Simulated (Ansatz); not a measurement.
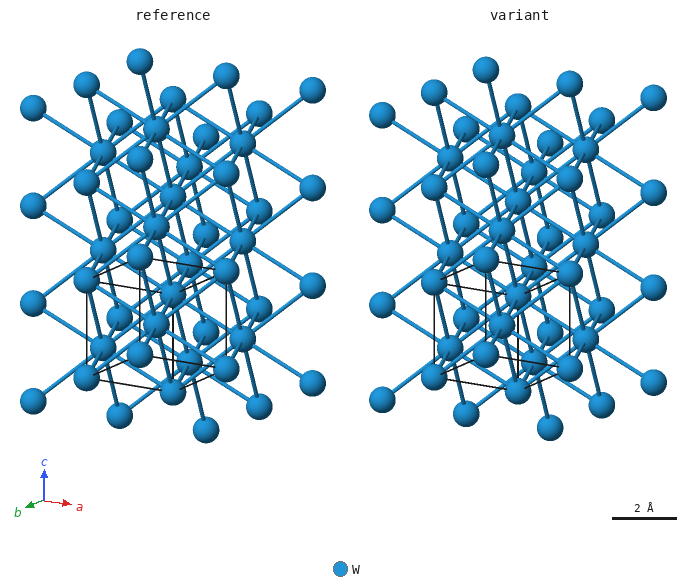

Left: a symmetric starting cell of W. Right: the same structure after one change, at the same scale. The picture is a ball-and-stick view of the conventional cell (2 times the calculation's cell), repeated 2 × 2 × 3 with one cell outlined, seen from a free direction. Lengths and directions refer to the drawn axes.

These are results of Ansatz 0.2.0, DFT PBEsol, scalar-relativistic, plane waves, PAW, not measurements. Set-up: plane-wave cutoff 420 eV; k-point mesh 18 × 18 × 18; occupations gaussian; smearing width 0.1 eV; no spin polarisation.

Which change leads from the left to the right?

All lengths are scaled by −2.9 % (volume −8.4 %), the atoms keeping their fractional coordinates. No relaxation follows. The starting cell wasn't computed here and needn't be at equilibrium, so pressure and forces aren't due to the change alone.

What does the change do?

Near-neighbour distances before and after: W–W 2.767 → 2.687 Å. The space group stays Im-3m (No. 229). The pressure is 17.9 GPa (not all of it need come from the change, since the unchanged cell can be under pressure at this level too). All forces vanish by symmetry.
